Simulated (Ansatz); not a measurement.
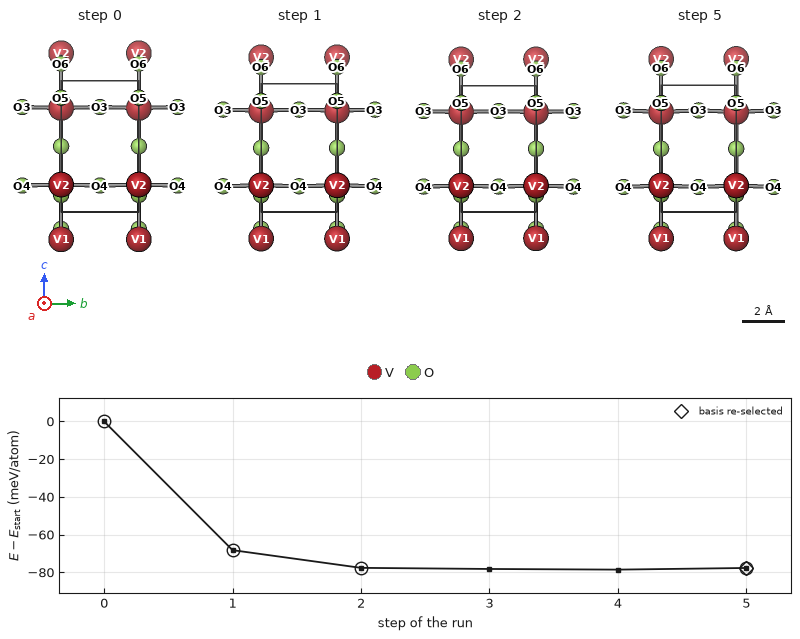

Frames of a relaxation of crystalline V$_{2}$O$_{5}$ (a generated structure, set up in P2/m) (coarse preliminary run), marked on the history of the run. A ball-and-stick model of the cell of the calculation, seen along the a axis.

Case: Ta → V on all its sites, cell and atoms relaxed.

All numbers below come from Ansatz 0.2.0, DFT r2SCAN, scalar-relativistic, plane waves, PAW.

The input:
```yaml
crystal:
  lattice:
    - [3.7137274543, 0.0, -0.0293576894]
    - [0.0, 3.7332186014, 0.0]
    - [-1.8083813323, 0.0, 6.3210284619]
  atoms:
    - { symbol: V, position: [0.645667689, 0.0, 0.7914242674] }
    - { symbol: V, position: [0.354332311, 0.0, 0.2085757326] }
    - { symbol: O, position: [0.6492941263, 0.5, 0.798898134] }
    - { symbol: O, position: [0.3507058737, 0.5, 0.201101866] }
    - { symbol: O, position: [0.1850583582, 0.0, 0.8702266255] }
    - { symbol: O, position: [0.8149416418, 0.0, 0.1297733745] }
    - { symbol: O, position: [0.5, 0.0, 0.5] }
basis:
  ecutwfc: 500
kpoints:
  mp_grid: { grid: [6, 6, 4] }
hamiltonian:
  xc: r2scan
scf:
  occupations: { method: gaussian, width: 0.1 }
output:
  forces: true
  stress: true
  eigenvalues: true
relax:
  adjacent_minimum: "off"
  f_tol: 0.05
  max_steps: 60
  cell: { stress_tol: 0.5 }
```

Command:
```bash
ansatz run input.yaml --threads 2 --pin off --max-ram 5120MiB --backend cpu --events-out ev --progress --plain --runs-dir out
```

Q: Describe the path.

A: After 4 accepted moves (5 points after the start) the energy has fallen by 77.6 meV per atom. The largest force component goes from 0.36 to 0.01 eV/Å. The pressure goes from −18.45 to −0.01 GPa. The SCF was repeated once at an unchanged geometry on a basis and grid sized afresh for the cell, which shifted the energy by 0.9 meV per atom at most. The largest moves relative to the cell, 0.053 Å, are those of O5 and O6. O6 goes along [1 0 2]. By element the largest moves are O 0.053 Å, V 0.005 Å. Cell: a 3.714 → 3.612 Å (−2.8 %), b 3.733 → 3.604 Å (−3.5 %), c 6.575 → 6.339 Å (−3.6 %), β 106.4° → 106.6°. Volume −9.5 %. Some distances before and after: V1–O7 1.838 → 1.765 Å, V1–O5 1.922 → 1.857 Å, V1–O3 1.867 → 1.804 Å, V1–O6 2.134 → 2.114 Å. Bond angles that change, for instance: O5–V1–O5 150.0° → 153.1°, V1–O5–V1 150.0° → 153.1°. The space group stays Cmmm (No. 65). From step 0 to 1: volume −6.5 %, energy −68.2 meV per atom. From step 1 to 2: O atoms move most (0.02 Å), volume −3.8 %, energy −9.4 meV per atom. From step 2 to 5: O atoms move most (0.02 Å), volume +0.6 %, energy −0.1 meV per atom.

```json
{"step": "0", "E − E(0), meV/atom": "0.00", "largest force component, eV/Å": "0.3593", "pressure, GPa": "-18.45", "volume, Å³/atom": "12.491", "note": ""}
{"step": "1", "E − E(0), meV/atom": "-68.19", "largest force component, eV/Å": "0.2669", "pressure, GPa": "-6.92", "volume, Å³/atom": "11.676", "note": ""}
{"step": "2", "E − E(0), meV/atom": "-77.57", "largest force component, eV/Å": "0.1330", "pressure, GPa": "1.55", "volume, Å³/atom": "11.229", "note": ""}
{"step": "3", "E − E(0), meV/atom": "-78.16", "largest force component, eV/Å": "0.1190", "pressure, GPa": "1.28", "volume, Å³/atom": "11.233", "note": ""}
{"step": "4", "E − E(0), meV/atom": "-78.51", "largest force component, eV/Å": "0.0099", "pressure, GPa": "-0.06", "volume, Å³/atom": "11.299", "note": ""}
{"step": "5", "E − E(0), meV/atom": "-77.63", "largest force component, eV/Å": "0.0101", "pressure, GPa": "-0.01", "volume, Å³/atom": "11.299", "note": "same geometry, new basis"}
```
